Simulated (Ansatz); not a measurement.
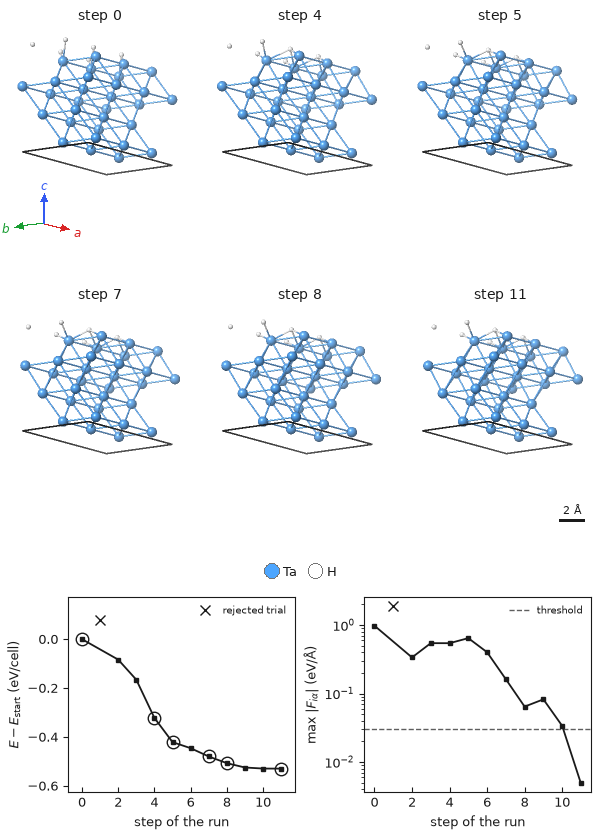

Frames of a constrained relaxation of a slab of composition Ta$_{4}$H (cut from the Fm-3m phase), marked on the history of the run. Style: ball-and-stick. Shown: the 3 × 2 repeat of the cell, outlined in the plane, without the vacuum, from a free direction.

Case: H put at a bridge Ta-Ta site. The slab is the (1 1 1) face of Ta with H on it. 2 atoms are held fixed.

All numbers below come from DFT PBEsol, scalar-relativistic, plane waves, PAW in Ansatz 0.2.0.

The input:
```yaml
crystal:
  lattice:
    - [2.952588334, 0.0, 0.0]
    - [-1.476294167, 2.5570165042, 0.0]
    - [0.0, 0.0, 26.2323348389]
  atoms:
    - { symbol: Ta, position: [0.6666666667, 0.3333333333, 0.3240275809] }
    - { symbol: Ta, position: [0.3333333333, 0.6666666667, 0.415928599] }
    - { symbol: Ta, position: [0.0, 0.0, 0.5077378576] }
    - { symbol: Ta, position: [0.6666666667, 0.3333333333, 0.5991526892] }
    - { symbol: H, position: [0.1666666667, -0.1666666667, 0.65175952] }
basis:
  ecutwfc: 420
kpoints:
  mp_grid: { grid: [12, 12, 1] }
hamiltonian:
  xc: pbesol
scf:
  occupations: { method: gaussian, width: 0.1 }
output:
  forces: true
  eigenvalues: true
  write_density: true
  write_potential: true
  elf: true
  volumetric_format: npy
relax:
  adjacent_minimum: "off"
  f_tol: 0.03
  max_steps: 70
  constraints: [{ sites: [0, 1] }]
efield:
  axis: 3
  dipole_correction: true
  ramp_width: 0.04
```

Run as
```bash
ansatz run input.yaml --threads 2 --pin off --max-ram 5120MiB --backend cpu --events-out ev --progress --plain --runs-dir out
```

Describe the path.

Answer. The energy falls by 0.530 eV per cell of the calculation in 10 accepted moves (11 points after the start). The largest force component goes from 0.98 to 0.0048 eV/Å. The line search rejected the trial step at point 1 of the run. The atom that moves furthest is Ta4 (0.96 Å within the plane). By element the largest moves are Ta 0.96 Å, H 0.35 Å. The cell stays as it was. Among the contacts that change: Ta4–H5 2.906 → 2.025 Å, Ta2–Ta3 2.951 → 2.685 Å, Ta3–Ta4 2.942 → 2.703 Å, Ta3–Ta4 (another image) 2.942 → 3.121 Å. New bonds form, among them: Ta4–H5 (2.91 → 2.03 Å). The run took 3.1 min on 2 threads of Arm Neoverse V1, on a shared host, peak memory 0.54 GiB. From step 0 to 4: H5 moves most (0.32 Å), energy −0.322 eV per cell of the calculation. From step 4 to 5: H5 moves most (0.19 Å), energy −99.1 meV per cell of the calculation. From step 5 to 7: Ta3 moves most (0.25 Å), energy −58.8 meV per cell of the calculation. From step 7 to 8: Ta and H atoms move most (0.20 Å), energy −27.3 meV per cell of the calculation. From step 8 to 11: H5 moves most (0.29 Å), energy −22.3 meV per cell of the calculation.

Limits of the set-up: the periodic images lie only 3.0 Å apart, so the values are limited by the cell's size.
